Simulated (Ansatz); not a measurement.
```cif
data_structure
_symmetry_space_group_name_H-M 'P 1'
_symmetry_Int_Tables_number 1
_cell_length_a 2.8030
_cell_length_b 2.8359
_cell_length_c 5.8908
_cell_angle_alpha 90.000
_cell_angle_beta 103.033
_cell_angle_gamma 90.000
_cell_volume 45.62
loop_
_atom_site_label
_atom_site_type_symbol
_atom_site_fract_x
_atom_site_fract_y
_atom_site_fract_z
_atom_site_occupancy
Al1 Al 0.64236 0.50000 0.29119 1
Al2 Al 0.35764 0.50000 0.70881 1
Cu1 Cu 0.00000 0.00000 0.00000 1
```

Space group P2/m; a structure generated by program, which may or may not match a known phase; computed pressure about −3 GPa in this cell; computed without spin polarisation.

Method: Ansatz 0.2.0, DFT PBEsol, scalar-relativistic, plane waves, PAW.

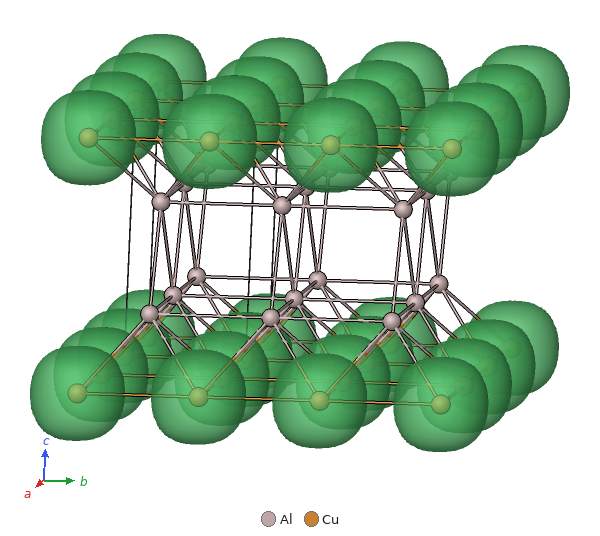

Al2Cu. Isosurface of the valence pseudo-density at 0.3 e/Å³ (green), seen slightly off an axis. Sticks mark near contacts.

The density is the valence pseudo-density of a PAW calculation; it isn't the true density close to the nuclei.

Question: What does this surface tell about the bonding?

Answer: At this value the density breaks into separate islands; it holds about 70 % of the electrons treated as valence (semicore included). It bridges none of the near contacts. It is pinched off along the sampled Al–Cu (2.59 Å), Al–Al (2.75 Å), Cu–Cu (2.80 Å) and Al–Al (2.80 Å) contacts. On the grid the lowest density along these lines, outside the cores, is 0.23 e/Å³ (Al–Cu, 2.59 Å), 0.24 e/Å³ (Al–Al, 2.75 Å), 0.22 e/Å³ (Cu–Cu, 2.80 Å) and 0.23 e/Å³ (Al–Al, 2.80 Å).
